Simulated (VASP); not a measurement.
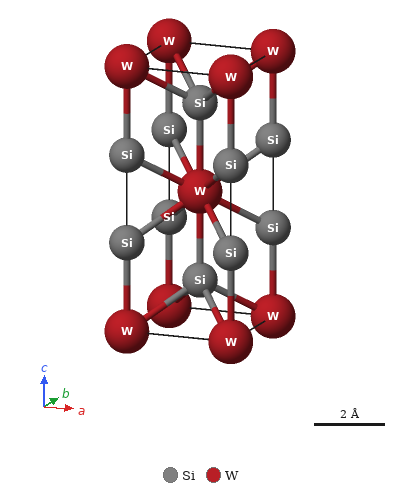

Fig. 1: The starting structure (ball-and-stick view of the cell 2 times as large as that of the calculation, set on its symmetry axes, seen slightly off an axis).

Run report: WSi2, geometry relaxation (part 1 of 2)

System: WSi2 (I4/mmm, 3 atoms in the cell).
Method: Kohn-Sham DFT of a periodic cell, PBE, VASP PAW PBE potentials, recommended, no spin polarisation (VASP 6.6.1).

The structure derives from an entry of the Crystallography Open Database.

OSZICAR
```
N       E                     dE             d eps       ncg     rms          rms(c)
DAV:   1     0.126875260019E+03    0.12688E+03   -0.11184E+04 14408   0.148E+03
DAV:   2    -0.212412387827E+02   -0.14812E+03   -0.14624E+03 16311   0.360E+02
DAV:   3    -0.256407744409E+02   -0.43995E+01   -0.42777E+01 19384   0.522E+01
DAV:   4    -0.256724611375E+02   -0.31687E-01   -0.31606E-01 16255   0.524E+00
DAV:   5    -0.256728456291E+02   -0.38449E-03   -0.38447E-03 19503   0.586E-01    0.254E+01
DAV:   6    -0.249116792637E+02    0.76117E+00   -0.45627E+00 17347   0.159E+01    0.874E+00
DAV:   7    -0.248315735068E+02    0.80106E-01   -0.29091E-01 16269   0.324E+00    0.454E+00
DAV:   8    -0.248097912644E+02    0.21782E-01   -0.45049E-02 18691   0.190E+00    0.304E-01
DAV:   9    -0.248093962461E+02    0.39502E-03   -0.12820E-03 17207   0.295E-01    0.177E-01
DAV:  10    -0.248093251702E+02    0.71076E-04   -0.31953E-04 17760   0.180E-01    0.351E-02
DAV:  11    -0.248093192622E+02    0.59080E-05   -0.36610E-05 17956   0.503E-02    0.140E-02
DAV:  12    -0.248093192566E+02    0.56452E-08   -0.15922E-06 17886   0.928E-03    0.338E-03
DAV:  13    -0.248093186174E+02    0.63918E-06   -0.27695E-07 15601   0.529E-03    0.502E-04
DAV:  14    -0.248093185478E+02    0.69576E-07   -0.14147E-08  8614   0.125E-03
   1 F= -.24809319E+02 E0= -.24808880E+02  d E =-.248093E+02
       N       E                     dE             d eps       ncg     rms          rms(c)
DAV:   1    -0.251104801203E+02   -0.30116E+00   -0.70555E+00 16535   0.334E+01    0.680E+00
DAV:   2    -0.248336998134E+02    0.27678E+00   -0.20241E+00 16220   0.112E+01    0.103E+00
DAV:   3    -0.248032631207E+02    0.30437E-01   -0.11251E-01 15773   0.198E+00    0.559E-01
DAV:   4    -0.247960944039E+02    0.71687E-02   -0.16776E-02 17599   0.119E+00    0.389E-01
DAV:   5    -0.247959080885E+02    0.18632E-03   -0.25919E-03 18181   0.486E-01    0.268E-01
DAV:   6    -0.247958078002E+02    0.10029E-03   -0.83241E-04 17025   0.192E-01    0.955E-03
DAV:   7    -0.247958083382E+02   -0.53801E-06   -0.17733E-05 16997   0.344E-02    0.883E-03
DAV:   8    -0.247958085047E+02   -0.16655E-06   -0.76756E-07 18929   0.601E-03    0.467E-03
DAV:   9    -0.247958087069E+02   -0.20213E-06   -0.13349E-07  9377   0.313E-03    0.165E-03
DAV:  10    -0.247958088447E+02   -0.13785E-06   -0.32500E-08  7935   0.116E-03    0.216E-04
DAV:  11    -0.247958088395E+02    0.51837E-08   -0.42525E-09  7508   0.516E-04
   2 F= -.24795809E+02 E0= -.24795303E+02  d E =0.135097E-01
       N       E                     dE             d eps       ncg     rms          rms(c)
DAV:   1    -0.249401320988E+02   -0.14432E+00   -0.28216E+00 16563   0.207E+01    0.450E+00
DAV:   2    -0.248288987325E+02    0.11123E+00   -0.66256E-01 16265   0.680E+00    0.643E-01
DAV:   3    -0.248185616762E+02    0.10337E-01   -0.27600E-02 15849   0.112E+00    0.369E-01
DAV:   4    -0.248155967171E+02    0.29650E-02   -0.62355E-03 17676   0.768E-01    0.311E-01
DAV:   5    -0.248155509947E+02    0.45722E-04   -0.67948E-04 18348   0.260E-01    0.149E-01
DAV:   6    -0.248155349124E+02    0.16082E-04   -0.23066E-04 17018   0.953E-02    0.712E-03
DAV:   7    -0.248155345792E+02    0.33315E-06   -0.69315E-06 17151   0.217E-02    0.612E-03
DAV:   8    -0.248155342334E+02    0.34583E-06   -0.19231E-07 15697   0.348E-03    0.292E-03
DAV:   9    -0.248155340949E+02    0.13847E-06   -0.52792E-08  8271   0.187E-03    0.109E-03
DAV:  10    -0.248155339966E+02    0.98325E-07   -0.10469E-08  7606   0.742E-04
   3 F= -.24815534E+02 E0= -.24815079E+02  d E =-.621545E-02
```

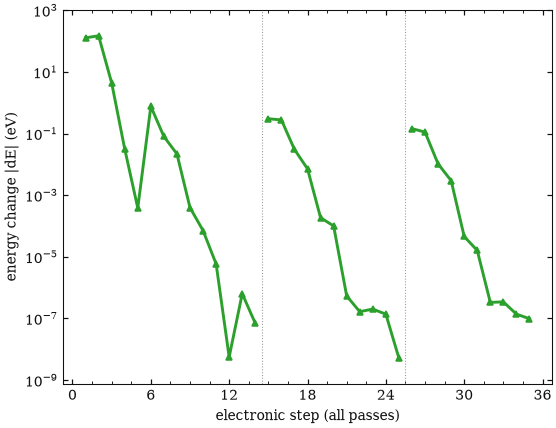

Fig. 2: Convergence of the self-consistent field: energy change |dE| against the electronic step. Each stretch between dotted lines is the SCF of one geometry step of a relaxation. The 3 ionic steps take 10 to 14 electronic steps each. The density is held fixed in the first few steps, and dE rises again when its update begins.

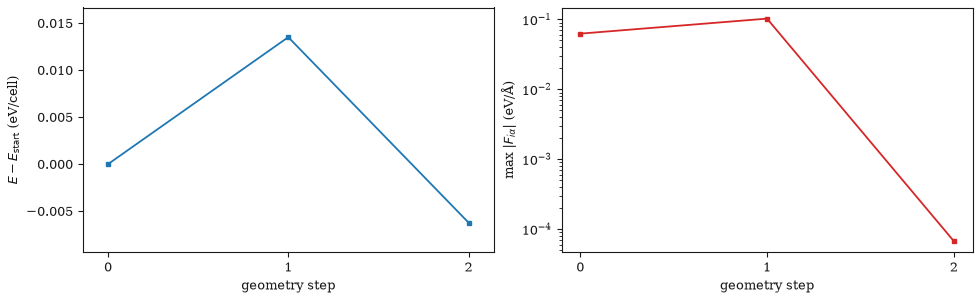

Fig. 3: Progress of the relaxation, step by step (steps are counted from 0).

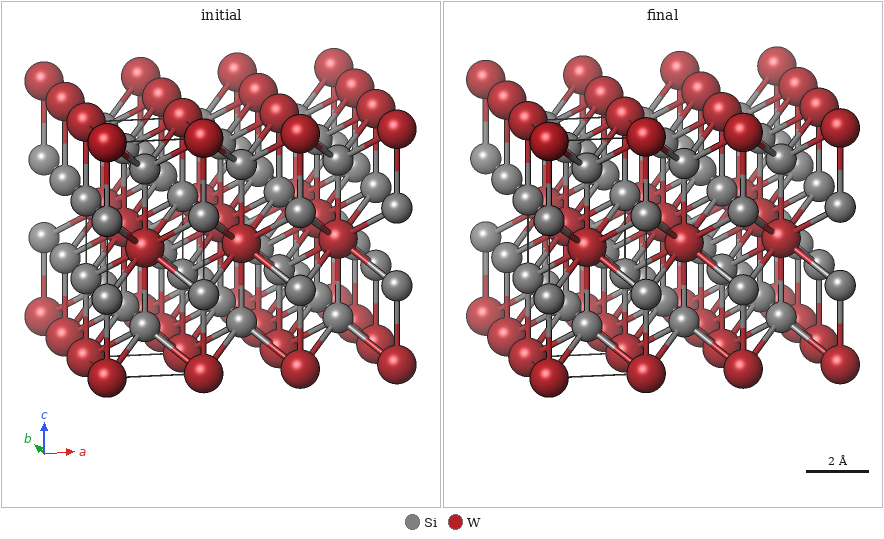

Fig. 4: Before (left) and after (right) the relaxation, at one scale (ball-and-stick view of the cell 2 times as large as that of the calculation, set on its symmetry axes, repeated 3 × 3 × 1, seen slightly off an axis). Over 2 geometry steps the energy falls by 6.2 meV per cell of the calculation. Largest force component: 0.063 eV/Å at the start, under 0.0001 eV/Å at the end. No atom moves by more than 0.005 Å relative to the cell. The drawn cell changes as follows: a = b 3.214 → 3.229 Å (+0.5 %), c 7.830 → 7.871 Å (+0.5 %); the volume changes by +1.5 %. Distances before and after: Si1–W3 2.615 → 2.628 Å. The space group stays I4/mmm (No. 139). (Atoms are counted from 1 in the order of the input.)

Parts of OUTCAR
```
PREC = Accurate
   ENCUT = 520
   EDIFF = 1E-7
   ISMEAR = 0
   LREAL = False
   LASPH = True
   NELM = 100
   ISIF = 3
   GGA = PE
   IBRION = 2
   NSW = 80
   EDIFFG = -0.15

 ion  position               nearest neighbor table
   1  0.335  0.335  0.000-   2 2.59   3 2.62   3 2.62   3 2.62   3 2.62   3 2.62   2 2.63   2 2.63
                             2 2.63   2 2.63
   2  0.665  0.665  0.000-   1 2.59   3 2.62   3 2.62   3 2.62   3 2.62   3 2.62   1 2.63   1 2.63
                             1 2.63   1 2.63
   3  0.000  0.000  0.000-   2 2.62   2 2.62   2 2.62   1 2.62   2 2.62   1 2.62   1 2.62   1 2.62
                             1 2.62   2 2.62

  LATTYP: Found a body centered tetragonal cell.
 ALAT       =     3.2138000000
 C/A-ratio  =     2.4363370465

  Lattice vectors:

 A1 = (  -1.6069000000,   1.6069000000,   3.9149500000)
 A2 = (   1.6069000000,  -1.6069000000,   3.9149500000)
 A3 = (   1.6069000000,   1.6069000000,  -3.9149500000)

Analysis of symmetry for initial positions (statically):
=====================================================================
 Subroutine PRICEL returns:
 Original cell was already a primitive cell.

 Routine SETGRP: Setting up the symmetry group for a
 body centered tetragonal supercell.

 Subroutine GETGRP returns: Found 16 space group operations
 (whereof 16 operations were pure point group operations)
 out of a pool of 16 trial point group operations.

The static configuration has the point symmetry D_4h.

Analysis of symmetry for dynamics (positions and initial velocities):
=====================================================================
 Subroutine PRICEL returns:
 Original cell was already a primitive cell.

 Routine SETGRP: Setting up the symmetry group for a
 body centered tetragonal supercell.

 Subroutine GETGRP returns: Found 16 space group operations
 (whereof 16 operations were pure point group operations)
 out of a pool of 16 trial point group operations.

The dynamic configuration has the point symmetry D_4h.

 Subroutine INISYM returns: Found 16 space group operations
 (whereof 16 operations are pure point group operations),
 and found     1 'primitive' translations

----------------------------------------------------------------------------------------

                                     Primitive cell

  volume of cell :      40.4356

  direct lattice vectors                    reciprocal lattice vectors
    -1.606900000  1.606900000  3.914950000     0.000000000  0.311158131  0.127715552
     1.606900000 -1.606900000  3.914950000     0.311158131  0.000000000  0.127715552
     1.606900000  1.606900000 -3.914950000     0.311158131  0.311158131  0.000000000

  length of vectors
     4.526708376  4.526708376  4.526708376     0.336348992  0.336348992  0.440044048

  position of ions in fractional coordinates (direct lattice)
     0.334700000  0.334700000  0.000000000
     0.665300000  0.665300000  0.000000000
     0.000000000  0.000000000  0.000000000

  ion indices of the primitive-cell ions
   primitive index   ion index
                 1           1
                 2           2
                 3           3

----------------------------------------------------------------------------------------

 KPOINTS: Automatic mesh

Automatic generation of k-mesh.
 Grid dimensions read from file:
 generate k-points for:   18   18   18

 Generating k-lattice:

  Cartesian coordinates                     Fractional coordinates (reciprocal lattice)
     0.000000000  0.017286563  0.007095308     0.055555556  0.000000000  0.000000000
     0.017286563  0.000000000  0.007095308     0.000000000  0.055555556  0.000000000
     0.017286563  0.017286563  0.000000000     0.000000000  0.000000000  0.055555556

  Length of vectors
     0.018686055  0.018686055  0.024446892

  Shift w.r.t. Gamma in fractional coordinates (k-lattice)
     0.000000000  0.000000000  0.000000000

 Subroutine IBZKPT returns following result:
 ===========================================

 Found    480 irreducible k-points:

 Following reciprocal coordinates:
            Coordinates               Weight
  0.000000  0.000000  0.000000      1.000000
  0.055556 -0.000000  0.000000      8.000000
  0.111111 -0.000000  0.000000      8.000000
  0.166667  0.000000  0.000000      8.000000
  0.222222  0.000000 -0.000000      8.000000
  0.277778  0.000000  0.000000      8.000000
  0.333333  0.000000  0.000000      8.000000
  0.388889  0.000000 -0.000000      8.000000
  0.444444  0.000000 -0.000000      8.000000
  0.500000  0.000000 -0.000000      4.000000
  0.055556  0.055556  0.000000      8.000000
  0.111111  0.055556  0.000000     16.000000
  0.166667  0.055556  0.000000     16.000000
  0.222222  0.055556 -0.000000     16.000000
  0.277778  0.055556 -0.000000     16.000000
  0.333333  0.055556 -0.000000     16.000000
  0.388889  0.055556  0.000000     16.000000
  0.444444  0.055556 -0.000000     16.000000
  0.500000  0.055556 -0.000000     16.000000
 -0.444444  0.055556  0.000000     16.000000
 -0.388889  0.055556  0.000000     16.000000
 -0.333333  0.055556  0.000000     16.000000
 -0.277778  0.055556  0.000000     16.000000
 -0.222222  0.055556  0.000000     16.000000
 [... further k-points ...]
   k-points           NKPTS =    480   k-points in BZ     NKDIM =    480   number of bands    NBANDS=     15
   number of dos      NEDOS =    301   number of ions     NIONS =      3
   total plane-waves  NPLWV =  46656
   dimension x,y,z NGX =    36 NGY =   36 NGZ =   36
   dimension x,y,z NGXF=    72 NGYF=   72 NGZF=   72
   ions per type =               2   1
   NGX,Y,Z   is equivalent  to a cutoff of  13.22, 13.22, 13.22 a.u.
   NGXF,Y,Z  is equivalent  to a cutoff of  26.44, 26.44, 26.44 a.u.
 SYSTEM =  unknown system
   PREC   = accura    normal or accurate (medium, high low for compatibility)
   ISTART =      0    job   : 0-new  1-cont  2-samecut
   ICHARG =      2    charge: 1-file 2-atom 10-const
   ISPIN  =      1    spin polarized calculation?
   LNONCOLLINEAR =      F non collinear calculations
   LSORBIT =      F    spin-orbit coupling
   LASPH  =      T    aspherical Exc in radial PAW
   ENCUT  =  520.0 eV  38.22 Ry    6.18 a.u.   8.42  8.42  8.42*2*pi/ulx,y,z
   NELM   =    100;   NELMIN=  2; NELMDL= -5     # of ELM steps
   EDIFF  = 0.1E-06   stopping-criterion for ELM
   LREAL  =      F    real-space projection
   EDIFFG = -.1E+00   stopping-criterion for IOM
   NSW    =     80    number of steps for IOM
   IBRION =      2    ionic relax: 0-MD 1-quasi-New 2-CG
   NFREE  =      1    steps in history (QN), initial steepest desc. (CG)
   ISIF   =      3    stress and relaxation
   ISYM   =      2    0-nonsym 1-usesym 2-fastsym
   POTIM  = 0.5000    time-step for ionic-motion
   TEBEG  =    0.0;   TEEND  =   0.0 temperature during run
   PSTRESS=    0.0 pullay stress
   NELECT =      22.0000    total number of electrons
   NUPDOWN=      -1.0000    fix difference up-down
   EMIN   =  10.00;   EMAX   =-10.00  energy-range for DOS
   EFERMI =   0.00;   METHOD = LEGACY
   ISMEAR =     0;   SIGMA  =   0.10  broadening in eV -4-tet -1-fermi 0-gaus
   EFERMI_NEDOS =   21; number of points for ismear=-14 and -15
   IALGO  =     38    algorithm
   IMIX   =      4    mixing-type and parameters
     AMIX     =   0.40;   BMIX     =  1.00
     AMIX_MAG =   1.60;   BMIX_MAG =  1.00
  volume/ion in A,a.u.               =      13.48        90.96
  Fermi-wavevector in a.u.,A,eV,Ry     =   1.336476  2.525573 24.302284  1.786167
  Thomas-Fermi vector in A             =   2.465099
   LORBIT       =      0    0 simple, 1 ext, 2 COOP (PROOUT), +10 PAW based schemes
   GGA     = PE    functional components
   LHFCALC =     F    Hartree Fock is set to
   AEXX    =    0.0000 exact exchange contribution
   IVDW    =     0    specifies the selected vdW correction
   LEPSILON=     F    determine dielectric tensor
   LRPA    =     F    only Hartree local field effects (RPA)
 conjugate gradient relaxation of ions
 non-spin polarized calculation
 Gauss-broadening in eV      SIGMA  =   0.10
  energy-cutoff  :      520.00
  volume of cell :       40.44
 maximum number of plane-waves:      1118
 NGX is ok and might be reduce to    36
   NGX = 17   NGY = 17   NGZ = 17

--------------------------------------- Ionic step        1  -------------------------------------------

 number of electron      21.9999999 magnetization
```
